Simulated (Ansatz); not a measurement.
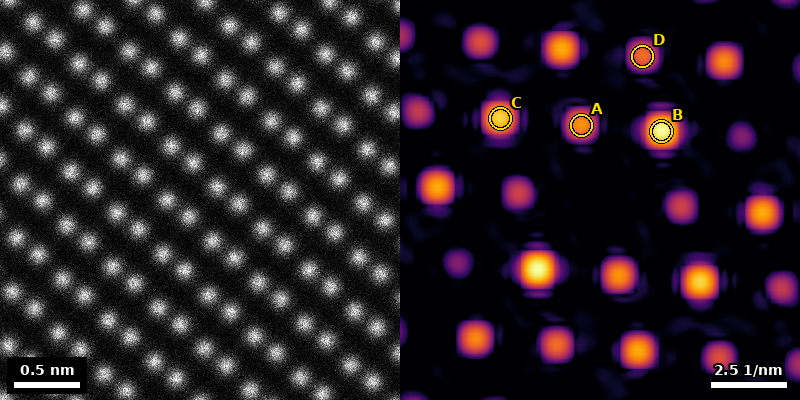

iDPC-like image of a crystal. Simulated as the projected potential of neutral atoms (B = 0.3 Å²) blurred by a 0.86 Å probe, the thin-sample limit of integrated differential phase contrast. Shot noise was added.

The right panel is the modulus of the image's Fourier transform on a logarithmic scale.

> Which lattice spacings do the marked spots stand for, and what angle do A and B enclose?

A: 3.9 Å, B: 3.3 Å, C: 2.3 Å, D: 2.0 Å; A and B enclose about 56°.

The crystal is Bi (R-3m, No. 166) along [100]; the spots are (003), (012), (0 -1 4) and (015). Atomic positions: the input geometry of an electronic-structure calculation (not necessarily at equilibrium).
